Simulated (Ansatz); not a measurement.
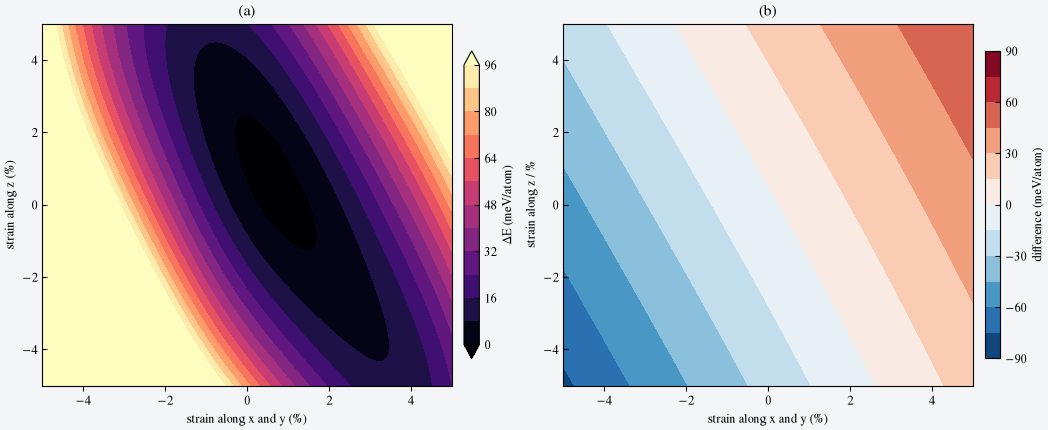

Pt (Fm-3m, No. 225; 1 atom in the cell). The cell is strained homogeneously, by one strain along x and y and another along z, with fractional coordinates fixed (x, y and z along the cube axes). Coordinates scanned: (1) strain along x and y; (2) strain along z. The grid has 5 × 5 points. Points are written as (first, second). Energies are in meV/atom, from each map's own lowest point. The reference cell is the one listed in the database, not relaxed at this level. The calculation used DFT r2SCAN, scalar-relativistic, plane waves, PAW (Ansatz). Settings: cutoff 500 eV, k-mesh 20×20×20, gaussian smearing 0.15 eV, no spin polarisation.

Panel (a): DFT r2SCAN, scalar-relativistic, plane waves, PAW (Ansatz). Panel (b): the map at DFT PBEsol, scalar-relativistic, plane waves, PAW in Ansatz 0.2.0 less the map of (a), each from its own lowest point.

How does the change of method alter the landscape?

Answer. The difference runs from −78 meV/atom at (−5.0 %, −5.0 %) to 59 meV/atom at (5.0 %, 5.0 %). The interpolated minimum moves from 0.64 to 0.07 % in strain along x and y and 0.61 to 0.07 % in strain along z.
